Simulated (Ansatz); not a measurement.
# Σ5 (310) boundary in fcc Ir with Mn (substitutional): structure and resistance

Aim: the relaxed structure and the specific resistance of the Σ5 (310) boundary in fcc Ir with Mn (substitutional).

Main program and level: Ansatz 0.2.0; Ansatz plane-wave DFT, PBE, PAW files; relaxation of a bicrystal slab with its lowest layers held; PAW set soft_1, in the first sound run; inputs show where later runs differ.

### 1. The structure

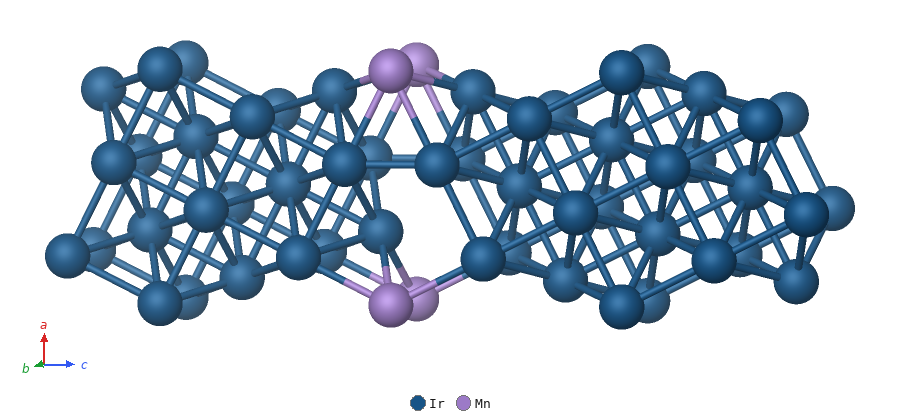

The cell as given, from the side, with the c axis across the page (iridium blue, manganese light purple). Some periodic images of atoms are drawn too.

The cell holds 32 atoms: 31 Ir and 1 Mn. Cell: a = 6.071 Å, b = 3.839 Å, c = 30.426 Å, α = 90.0°, β = 90.0°, γ = 90.0°. It derives from Ir. built on the (3 1 0) plane; 2 overlapping atoms removed and the grains opened by 0 Å. Vacuum lies along c.

### 2. Relaxing the bicrystal

The boundary is built by mirroring the lower grain in the boundary plane and removing any atoms that overlap; then the Mn is put in at the boundary. A thin bicrystal slab is relaxed first, with the lowest layers held and the upper grain free to shift and open.

input.yaml reads:

```yaml
crystal:
  lattice:
    - [6.0706244242, 0.0, 0.0]
    - [0.0, 3.8394, 0.0]
    - [0.0, 0.0, 30.4259981568]
  atoms:
    - { symbol: Ir, position: [0.2000000001, 0.0, 0.1643331461] }
    - { symbol: Ir, position: [0.9000000001, 0.5, 0.1842852423] }
    - { symbol: Ir, position: [0.6000000001, 0.0, 0.2042373385] }
    - { symbol: Ir, position: [0.3000000001, 0.5, 0.2241894347] }
    - { symbol: Ir, position: [1.0e-10, 0.0, 0.2441415309] }
    - { symbol: Ir, position: [0.7000000001, 0.5, 0.2640936271] }
    - { symbol: Ir, position: [0.4000000001, 0.0, 0.2840457233] }
    - { symbol: Ir, position: [0.1, 0.5, 0.3039978195] }
    - { symbol: Ir, position: [0.8, 0.0, 0.3239499157] }
    - { symbol: Ir, position: [0.5, 0.5, 0.3439020119] }
    - { symbol: Ir, position: [0.2, 0.0, 0.3638541082] }
    - { symbol: Ir, position: [0.9, 0.5, 0.3838062044] }
    - { symbol: Ir, position: [0.6, 0.0, 0.4037583006] }
    - { symbol: Ir, position: [0.3, 0.5, 0.4237103968] }
    - { symbol: Mn, position: [0.0, 0.0, 0.443662493] }
    - { symbol: Ir, position: [0.6, 0.0, 0.4835666854] }
    - { symbol: Ir, position: [0.9, 0.5, 0.5035187816] }
    - { symbol: Ir, position: [0.2, 0.0, 0.5234708778] }
    - { symbol: Ir, position: [0.5, 0.5, 0.543422974] }
    - { symbol: Ir, position: [0.8, 0.0, 0.5633750702] }
    - { symbol: Ir, position: [0.1, 0.5, 0.5833271664] }
    - { symbol: Ir, position: [0.4000000001, 0.0, 0.6032792626] }
    - { symbol: Ir, position: [0.7000000001, 0.5, 0.6232313588] }
    - { symbol: Ir, position: [1.0e-10, 0.0, 0.643183455] }
    - { symbol: Ir, position: [0.3000000001, 0.5, 0.6631355512] }
    - { symbol: Ir, position: [0.6000000001, 0.0, 0.6830876475] }
    - { symbol: Ir, position: [0.9000000001, 0.5, 0.7030397437] }
    - { symbol: Ir, position: [0.2000000001, 0.0, 0.7229918399] }
    - { symbol: Ir, position: [0.5000000001, 0.5, 0.7429439361] }
    - { symbol: Ir, position: [0.8000000001, 0.0, 0.7628960323] }
    - { symbol: Ir, position: [0.1000000001, 0.5, 0.7828481285] }
    - { symbol: Ir, position: [0.4000000001, 0.0, 0.8028002247] }
kpoints:
  mp_grid: { grid: [4, 6, 1] }
hamiltonian:
  xc: pbe
  pseudopotentials: { kind: paw, azcp: { folder: soft_1 } }
scf:
  occupations: { method: fermi_dirac, width: 0.1 }
relax:
  f_tol: 0.03
  max_steps: 80
  constraints: [{ sites: [0, 1, 2, 3, 4] }]
```

Started as:

```bash
ansatz run input.yaml --threads 4 --pin off --max-ram 15360MiB --backend cpu --events-out ev --progress --plain --runs-dir out
```

Numbers of over 12 decimals in the logs are rounded to 6 here.

Log:

```text
Engine: ansatz 0.2.0, aarch64-unknown-linux-gnu
Pseudopotentials: kind: paw
Pseudopotential: Ir, paw, valence charge 17, recommended cutoff 420 eV (normal), soft_1/Ir.paw.azcp
Pseudopotential: Mn, paw, valence charge 15, recommended cutoff 420 eV (normal), soft_1/Mn.paw.azcp
Functional definition: PBE
  parameter kappa = 0.804
  parameter beta = 0.066725
  exchange = pbe_x(kappa = kappa, mu = beta*pi^2/3)
  correlation = pbe_c(beta = beta)
Crystal: 32 atoms, lattice volume = 709.156 Å³
Basis set: ecut = 420 eV, 13845 PW (Γ), exchange–correlation on 90×54×432 points (8 copies of the dense FFT grid, shifted against one another)
Bands: 326, of which v1, the nominal top of the filled ones, is band 271 counted from 1 (270 counted from 0)
Symmetry: 2 space group operations
Space group: Pm (ITA 6), of the structure as read, at distance tolerance 8.9e-5 Å
k-points: 12 of 24 (time reversal used)
Non-local potential: Ir, projectors of the file, l = 0: 3, l = 1: 2, l = 2: 2, l = 3: 1
Non-local potential: Mn, projectors of the file, l = 0: 3, l = 1: 2, l = 2: 3, l = 3: 1
PAW form: soft (Blöchl's): semilocal exchange-correlation on the pseudo side does not see the compensation charge
PAW one-centre angular grid: Ir, 590 points (default); XC on 64 Gauss nodes
PAW one-centre angular grid: Mn, 590 points (default); XC on 64 Gauss nodes
Initial density: superposition of atomic densities (neutral atoms: chi_scale 0, normalization atom)
Initial wavefunctions: pseudopotential atomic-orbital guess
Functional: x = pbe(κ = 0.804, μ = 0.219515), c = pbe(β = 0.066725)
SCF iter   1: F=—  HF=-373933.768748 eV  |F-HF|=—  |Δ(HF+E_count)|=         —  Δρ=7.46e-2  dr2=1.31e2  ethr=3.10e-3  ⟨swp⟩=7.0  Hψ=15508  notcnv=0  defer=115
preconditioner: auto → LDOS  [metal: Δε(μ)=0.007 eV  Ē_g=6.276 eV  σ=0.100 eV  W_gap=0.02  n_scr=206 (ndim 8)  ℏωp=23.6 eV  f_vac=0.295  D(μ)=34.91/eV (n_scr^D=310)  β→1.0]
SCF iter   2: F=—  HF=-373932.388242 eV  |F-HF|=—  |Δ(HF+E_count)|=    1.38e0  Δρ=3.58e-2  dr2=1.37e1  ethr=3.10e-3  ⟨swp⟩=3.0  Hψ=7794  notcnv=0  defer=163
SCF iter   3: F=—  HF=-373929.222980 eV  |F-HF|=—  |Δ(HF+E_count)|=    3.17e0  Δρ=8.67e-3  dr2=1.14e0  ethr=2.52e-3  ⟨swp⟩=3.4  Hψ=8414  notcnv=0  defer=162
SCF iter   4: F=—  HF=-373928.924363 eV  |F-HF|=—  |Δ(HF+E_count)|=   2.99e-1  Δρ=4.78e-3  dr2=2.59e-1  ethr=2.10e-4  ⟨swp⟩=2.5  Hψ=7128  notcnv=0  defer=157
SCF iter   5: F=—  HF=-373928.923783 eV  |F-HF|=—  |Δ(HF+E_count)|=   5.80e-4  Δρ=1.34e-3  dr2=2.81e-2  ethr=4.78e-5  ⟨swp⟩=1.8  Hψ=4899  notcnv=0  defer=157
SCF iter   6: F=—  HF=-373928.926561 eV  |F-HF|=—  |Δ(HF+E_count)|=   2.78e-3  Δρ=5.80e-4  dr2=3.12e-3  ethr=5.19e-6  ⟨swp⟩=2.1  Hψ=6216  notcnv=0  defer=157
SCF iter   7: F=—  HF=-373928.925394 eV  |F-HF|=—  |Δ(HF+E_count)|=   1.17e-3  Δρ=1.85e-4  dr2=2.68e-4  ethr=5.76e-7  ⟨swp⟩=2.2  Hψ=6263  notcnv=0  defer=157
SCF iter   8: F=—  HF=-373928.925407 eV  |F-HF|=—  |Δ(HF+E_count)|=   1.34e-5  Δρ=6.95e-5  dr2=7.36e-5  ethr=4.94e-8  ⟨swp⟩=2.8  Hψ=8189  notcnv=0  defer=157
SCF iter   9: F=-373928.925398 eV  HF=-373928.925416 eV  |F-HF|=1.86e-5  |Δ(HF+E_count)|=   8.82e-6  Δρ=4.93e-5  dr2=2.16e-5  ethr=4.15e-9  ⟨swp⟩=4.8  Hψ=12685  notcnv=0
SCF 1 converged in 9 iterations: F = -373928.925398 eV  dr2 = 2.16e-5
  greatest PAW one-centre occupation: 1.000 electrons in one spin orbital (limit 2), on the Mn atom at site 14 (counted from 0), in its partial waves of l = 0
relax step   1: F+E_penalty+E_count = -373928.92539753 eV  Δ(F+E_penalty+E_count) = +0.000e0 eV  max|allowed force component| = 1.587e0 eV/Å  Δτ_max = 0.0000 Å  (9 SCF iters, dr2 threshold 2.25e-5 eV, accepted)
Initial density: handed on by an earlier stage of this run
Initial wavefunctions: those handed on with the density
iter 1 solved again at ethr=1.09e-3 eV; its pass at ethr=3.10e-3 eV (dr2=5.89e0 eV) is discarded
SCF iter   1: F=—  HF=-373929.726994 eV  |F-HF|=—  |Δ(HF+E_count)|=         —  Δρ=1.56e-2  dr2=5.84e0  ethr=1.09e-3  ⟨swp⟩=1.0  Hψ=13982  notcnv=0  defer=141
preconditioner: auto → LDOS  [metal: Δε(μ)=0.010 eV  Ē_g=6.118 eV  σ=0.100 eV  W_gap=0.03  n_scr=206 (ndim 8)  ℏωp=23.6 eV  f_vac=0.300  D(μ)=38.24/eV (n_scr^D=350)  β→1.0]
SCF iter   2: F=—  HF=-373929.630590 eV  |F-HF|=—  |Δ(HF+E_count)|=   9.64e-2  Δρ=4.80e-3  dr2=2.82e-1  ethr=1.08e-3  ⟨swp⟩=2.0  Hψ=4872  notcnv=0  defer=141
SCF iter   3: F=—  HF=-373929.592423 eV  |F-HF|=—  |Δ(HF+E_count)|=   3.82e-2  Δρ=3.28e-3  dr2=1.19e-1  ethr=5.20e-5  ⟨swp⟩=3.0  Hψ=8577  notcnv=0  defer=141
SCF iter   4: F=—  HF=-373929.567765 eV  |F-HF|=—  |Δ(HF+E_count)|=   2.47e-2  Δρ=5.66e-4  dr2=4.30e-3  ethr=2.19e-5  ⟨swp⟩=2.2  Hψ=6217  notcnv=0  defer=141
SCF iter   5: F=—  HF=-373929.566939 eV  |F-HF|=—  |Δ(HF+E_count)|=   8.26e-4  Δρ=2.46e-4  dr2=5.95e-4  ethr=7.93e-7  ⟨swp⟩=3.0  Hψ=7312  notcnv=0  defer=154
SCF iter   6: F=—  HF=-373929.566964 eV  |F-HF|=—  |Δ(HF+E_count)|=   2.42e-5  Δρ=1.47e-4  dr2=2.41e-4  ethr=1.10e-7  ⟨swp⟩=2.1  Hψ=6129  notcnv=0  defer=154
SCF iter   7: F=-373929.566915 eV  HF=-373929.566970 eV  |F-HF|=5.50e-5  |Δ(HF+E_count)|=   6.06e-6  Δρ=7.09e-5  dr2=6.80e-5  ethr=1.85e-8  ⟨swp⟩=3.2  Hψ=13179  notcnv=0
SCF 2 converged in 7 iterations: F = -373929.566915 eV  dr2 = 6.80e-5
  greatest PAW one-centre occupation: 1.000 electrons in one spin orbital (limit 2), on the Ir atom at site 12 (counted from 0), in its partial waves of l = 0
relax step   2: F+E_penalty+E_count = -373929.56691459 eV  Δ(F+E_penalty+E_count) = -6.415e-1 eV  max|allowed force component| = 1.924e0 eV/Å  Δτ_max = 0.1947 Å  (7 SCF iters, dr2 threshold 1.00e-4 eV, accepted)
iter 1 solved again at ethr=1.16e-3 eV; its pass at ethr=3.10e-3 eV (dr2=6.27e0 eV) is discarded
SCF iter   1: F=—  HF=-373930.053324 eV  |F-HF|=—  |Δ(HF+E_count)|=         —  Δρ=1.30e-2  dr2=6.21e0  ethr=1.16e-3  ⟨swp⟩=1.8  Hψ=14381  notcnv=0  defer=134
preconditioner: auto → LDOS  [metal: Δε(μ)=0.005 eV  Ē_g=6.155 eV  σ=0.100 eV  W_gap=0.01  n_scr=206 (ndim 8)  ℏωp=23.6 eV  f_vac=0.304  D(μ)=38.16/eV (n_scr^D=350)  β→1.0]
SCF iter   2: F=—  HF=-373929.983995 eV  |F-HF|=—  |Δ(HF+E_count)|=   6.93e-2  Δρ=2.99e-3  dr2=1.93e-1  ethr=1.15e-3  ⟨swp⟩=2.0  Hψ=5450  notcnv=0  defer=135
SCF iter   3: F=—  HF=-373929.975190 eV  |F-HF|=—  |Δ(HF+E_count)|=   8.80e-3  Δρ=1.99e-3  dr2=6.43e-2  ethr=3.57e-5  ⟨swp⟩=2.4  Hψ=6831  notcnv=0  defer=136
SCF iter   4: F=—  HF=-373929.960590 eV  |F-HF|=—  |Δ(HF+E_count)|=   1.46e-2  Δρ=4.17e-4  dr2=2.72e-3  ethr=1.19e-5  ⟨swp⟩=3.0  Hψ=7046  notcnv=0  defer=151
SCF iter   5: F=—  HF=-373929.960090 eV  |F-HF|=—  |Δ(HF+E_count)|=   5.00e-4  Δρ=1.26e-4  dr2=1.34e-4  ethr=5.01e-7  ⟨swp⟩=2.6  Hψ=6806  notcnv=0  defer=151
SCF iter   6: F=-373929.960068 eV  HF=-373929.960117 eV  |F-HF|=4.97e-5  |Δ(HF+E_count)|=   2.70e-5  Δρ=7.30e-5  dr2=6.51e-5  ethr=1.85e-8  ⟨swp⟩=3.0  Hψ=15749  notcnv=0
SCF 3 converged in 6 iterations: F = -373929.960068 eV  dr2 = 6.51e-5
relax step   3: F+E_penalty+E_count = -373929.96006761 eV  Δ(F+E_penalty+E_count) = -3.932e-1 eV  max|allowed force component| = 7.403e-1 eV/Å  Δτ_max = 0.1946 Å  (6 SCF iters, dr2 threshold 1.00e-4 eV, accepted)
[...]
relax step   4: F+E_penalty+E_count = -373930.11383249 eV  Δ(F+E_penalty+E_count) = -1.538e-1 eV  max|allowed force component| = 4.521e-1 eV/Å  Δτ_max = 0.2000 Å  (7 SCF iters, dr2 threshold 8.11e-5 eV, accepted)
[...]
relax step   5: F+E_penalty+E_count = -373930.12395888 eV  Δ(F+E_penalty+E_count) = -1.013e-2 eV  max|allowed force component| = 3.118e-1 eV/Å  Δτ_max = 0.2000 Å  (7 SCF iters, dr2 threshold 3.03e-5 eV, accepted)
[...]
relax step   6: F+E_penalty+E_count = -373930.16709970 eV  Δ(F+E_penalty+E_count) = -4.314e-2 eV  max|allowed force component| = 9.492e-2 eV/Å  Δτ_max = 0.0948 Å  (5 SCF iters, dr2 threshold 3.63e-5 eV, accepted)
[...]
relax step   7: F+E_penalty+E_count = -373930.16760892 eV  Δ(F+E_penalty+E_count) = -5.092e-4 eV  max|allowed force component| = 1.151e-1 eV/Å  Δτ_max = 0.0315 Å  (7 SCF iters, accepted)
[...]
relax step   8: F+E_penalty+E_count = -373930.17172771 eV  Δ(F+E_penalty+E_count) = -4.119e-3 eV  max|allowed force component| = 2.910e-2 eV/Å  Δτ_max = 0.0113 Å  (5 SCF iters, dr2 threshold 1.23e-6 eV, accepted)
iter 1 solved again at ethr=1.56e-10 eV; its pass at ethr=3.10e-3 eV (dr2=8.43e-7 eV) is discarded
SCF iter   1: F=—  HF=-373930.171708 eV  |F-HF|=—  |Δ(HF+E_count)|=         —  Δρ=8.12e-6  dr2=8.46e-7  ethr=1.56e-10  ⟨swp⟩=1.6  Hψ=9180  notcnv=0  defer=156
SCF iter   2: F=—  HF=-373930.171728 eV  |F-HF|=—  |Δ(HF+E_count)|=   2.04e-5  Δρ=5.98e-6  dr2=5.88e-7  ethr=1.56e-10  ⟨swp⟩=2.2  Hψ=6809  notcnv=0  defer=156
SCF iter   3: F=-373930.171728 eV  HF=-373930.171728 eV  |F-HF|=4.09e-8  |Δ(HF+E_count)|=   1.49e-7  Δρ=2.11e-6  dr2=6.82e-8  ethr=1.85e-11  ⟨swp⟩=3.2  Hψ=17329  notcnv=0
SCF 9 converged in 3 iterations: F = -373930.171728 eV  dr2 = 6.82e-8
relax step   9: F+E_penalty+E_count = -373930.17172824 eV  Δ(F+E_penalty+E_count) = -5.338e-7 eV  max|allowed force component| = 2.910e-2 eV/Å  Δτ_max = 0.0000 Å  (3 SCF iters, accepted)
SCF converged after 3 iterations
Free energy (F): -373930.171728 eV
Harris-Foulkes:  -373930.171728 eV  (|F-HF|=4.09e-8)
Internal energy: -373928.972163 eV  (E = F + TS)
E sigma→0 (E₀):  -373929.571946 eV
Entropy (-TS):   -1.199565 eV (-37.486 meV/atom)
Fermi energy:    14.322857 eV
--- Per-component energies (eV) ---
  E_band       = -8711.238595
  E_kinetic    = 17036.340993
  E_local      = -718963.018001  (includes V_loc(G=0)·N_el)
  E_nonlocal   = 6343.173709
  E_hartree    = 351995.365195
  E_xc         = -7232.243959
  E_vxc        = -8077.008540  (∫ρ·V_xc dr)
  E_paw        = -288543.923629  (= ΣΔE_a)
  E_vpaw       = -9041.519093  (= ΣTr[D̂ρ^β])
  E_aug_tail   = 0.011064  (compensation charges beyond the density's cutoff)
  E_ewald      = 265435.322466
  E_smearing   = -1.199565  (= −TS)
  E_closure    = -0.000000  (closes the sum)
  Σ components = -373930.171728   (vs F -373930.171728, Δ=0.00e0)
--- Forces (eV/Å), atoms counted from 1 ---
  atom   1  Ir    -0.35444682    -0.00000000     1.54189046
  atom   2  Ir     0.62178975    -0.00000000     0.54624165
  atom   3  Ir     0.09808051     0.00000000    -0.29775967
  atom   4  Ir    -0.25957415     0.00000000    -0.99548847
  atom   5  Ir    -0.13120009     0.00000000    -0.79821474
  atom   6  Ir    -0.00878188     0.00000000    -0.00385849
  atom   7  Ir    -0.00391641     0.00000000    -0.00879539
  atom   8  Ir     0.01459798    -0.00000000     0.00010292
  atom   9  Ir     0.00297173     0.00000000     0.02174810
  atom  10  Ir     0.00431036    -0.00000000     0.00392004
  atom  11  Ir     0.00085978     0.00000000    -0.00173492
  atom  12  Ir    -0.00046152     0.00000000    -0.01908020
  atom  13  Ir    -0.02909618     0.00000000     0.00109464
  atom  14  Ir     0.01011275     0.00000000    -0.00685289
  atom  15  Mn     0.00375995     0.00000000     0.01491742
  atom  16  Ir     0.02493381     0.00000000    -0.00023696
  atom  17  Ir    -0.00422870    -0.00000000     0.00825844
  atom  18  Ir    -0.00334590     0.00000000     0.00531650
  atom  19  Ir     0.00415378    -0.00000000    -0.00135742
  atom  20  Ir     0.00525514     0.00000000     0.00254053
  atom  21  Ir     0.00288730     0.00000000    -0.00432958
  atom  22  Ir    -0.00765109    -0.00000000     0.00126997
  atom  23  Ir     0.00312893     0.00000000    -0.00514871
  atom  24  Ir     0.00217252    -0.00000000     0.00099966
  atom  25  Ir    -0.00187861    -0.00000000    -0.00268314
  atom  26  Ir    -0.00386272    -0.00000000    -0.00894709
  atom  27  Ir     0.00035950    -0.00000000     0.00217550
  atom  28  Ir     0.00879493     0.00000000     0.00054936
  atom  29  Ir     0.00026230    -0.00000000     0.00677817
  atom  30  Ir     0.00747933     0.00000000    -0.00330174
  atom  31  Ir    -0.00464994    -0.00000000     0.00080673
  atom  32  Ir    -0.00280129    -0.00000000    -0.00075404
  max |Σ_I F_I| component: 6.66e-5 eV/Å
--- Relaxed structure (9 steps of the walk, 9 accepted, 0 SCFs on fresh bases) ---
  F+E_penalty+E_count = -373930.17172824 eV   max|allowed force component| = 2.910e-2 eV/Å
  atoms:
    - { symbol: Ir, position: [0.200000, 0.0, 0.1643331461] }
    - { symbol: Ir, position: [0.9000000001, 0.500000, 0.184285] }
    - { symbol: Ir, position: [0.6000000001, 0.0, 0.204237] }
    - { symbol: Ir, position: [0.3000000001, 0.500000, 0.2241894347] }
    - { symbol: Ir, position: [9.999999999999999e-11, 0.0, 0.244142] }
    - { symbol: Ir, position: [0.696277, 0.500000, 0.263100] }
    - { symbol: Ir, position: [0.399497, 2.984668107133949e-19, 0.283706] }
    - { symbol: Ir, position: [0.100972, 0.500000, 0.305706] }
    - { symbol: Ir, position: [0.800305, 1.2047093459805636e-18, 0.322581] }
    - { symbol: Ir, position: [0.503017, 0.500000, 0.344056] }
    - { symbol: Ir, position: [0.195017, -3.0130365714352534e-18, 0.367279] }
    - { symbol: Ir, position: [0.899921, 0.500000, 0.387543] }
    - { symbol: Ir, position: [0.593885, 3.3550271556837247e-18, 0.399945] }
    - { symbol: Ir, position: [0.273927, 0.500000, 0.440431] }
    - { symbol: Mn, position: [-0.00942032, 4.097761907402213e-18, 0.439005] }
    - { symbol: Ir, position: [0.598908, 4.344164328102953e-18, 0.478629] }
    - { symbol: Ir, position: [0.900988, 0.500000, 0.490961] }
    - { symbol: Ir, position: [0.198055, 1.1591581753659517e-17, 0.510296] }
    - { symbol: Ir, position: [0.504922, 0.500000, 0.534623] }
    - { symbol: Ir, position: [0.803667, 7.075319314204897e-18, 0.555333] }
    - { symbol: Ir, position: [0.104923, 0.500000, 0.572958] }
    - { symbol: Ir, position: [0.402882, 7.5373629094549e-18, 0.594712] }
    - { symbol: Ir, position: [0.702488, 0.500000, 0.614418] }
    - { symbol: Ir, position: [0.0037744, 6.856545658368032e-18, 0.635390] }
    - { symbol: Ir, position: [0.300229, 0.500000, 0.654857] }
    - { symbol: Ir, position: [0.601637, 6.875158952469666e-18, 0.675273] }
    - { symbol: Ir, position: [0.895684, 0.500000, 0.695267] }
    - { symbol: Ir, position: [0.197486, 6.7330525247529785e-18, 0.715339] }
    - { symbol: Ir, position: [0.503838, 0.500000, 0.737166] }
    - { symbol: Ir, position: [0.802484, 6.772797255236491e-18, 0.755198] }
    - { symbol: Ir, position: [0.105351, 0.500000, 0.773114] }
    - { symbol: Ir, position: [0.397250, 1.0210080727446866e-17, 0.791195] }
```

Elapsed: 17 min, on 4 threads of Arm Neoverse V1, shared host; peak memory 5 GiB; 66 min of CPU time.

This run has no spin polarisation, although Mn can carry a moment.

The steps of the relaxation:

```tsv
step	energy less that of the first step (eV)	largest force component (eV/Å)
1	0.0000	1.5871
2	-0.6415	1.9243
3	-1.0347	0.7403
4	-1.1884	0.4521
5	-1.1986	0.3118
6	-1.2417	0.0949
7	-1.2422	0.1151
8	-1.2463	0.0291
9	-1.2463	0.0291
```

Forces are held to the 2 operations that the run works with; a distortion that breaks them can't arise in this run.

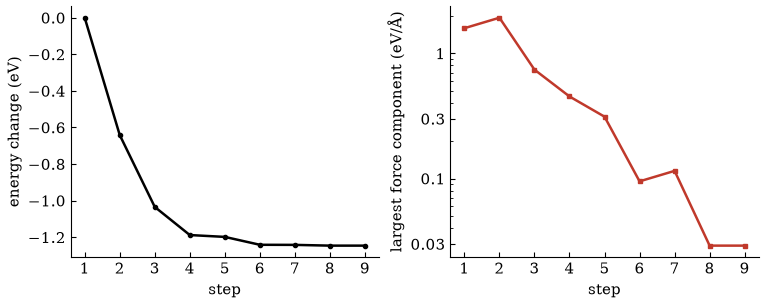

Energy and largest force along the relaxation.

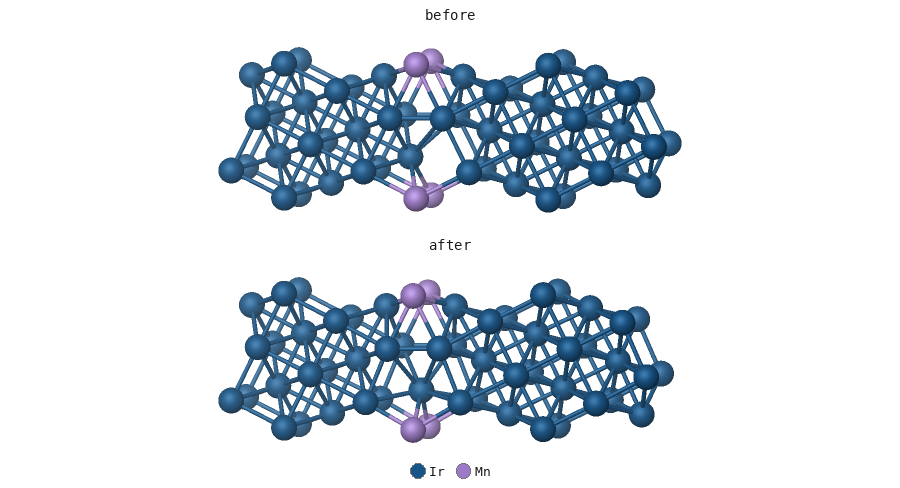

The structure before and after the relaxation, drawn at the same scale.

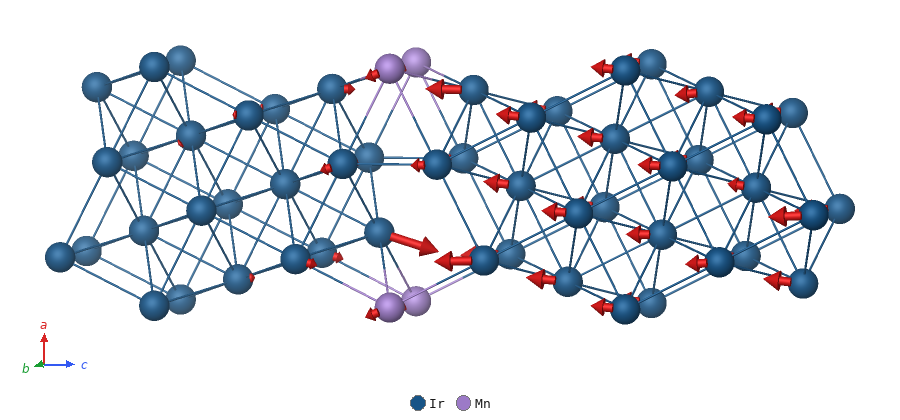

Displacements in the relaxation, exaggerated; the longest in the cell stands for 0.53 Å. Some periodic images of atoms are drawn too.

The atoms that moved most (Å):

```tsv
atom	dx	dy	dz	length
Ir14	-0.158	0.000	0.509	0.533
Ir18	-0.012	0.000	-0.401	0.401
Ir17	0.006	0.000	-0.382	0.382
Ir32	-0.017	0.000	-0.353	0.353
Ir21	0.030	0.000	-0.315	0.317
Ir31	0.032	0.000	-0.296	0.298
Ir19	0.030	0.000	-0.268	0.269
Ir23	0.015	0.000	-0.268	0.269
```

Numbers from this step:

```yaml
free_energy: -373930.1717 eV
energy_at_zero_smearing: -373929.5719 eV
fermi_energy: 14.32 eV
```

The largest force component on a free atom ends at 0.029 eV/Å, under the tolerance of 0.03, after 9 steps.

[end of part 1 of 2]

[Logs are printed without paths, hosts, clocks, repeated set-up lines and the standing remarks that a program may print on its own settings, such as how far it seeks lower states.]

[Hosts, paths, dates, database ids (printed as entryN), source tags and the programs' standing remarks are cut or masked in the printed files.]
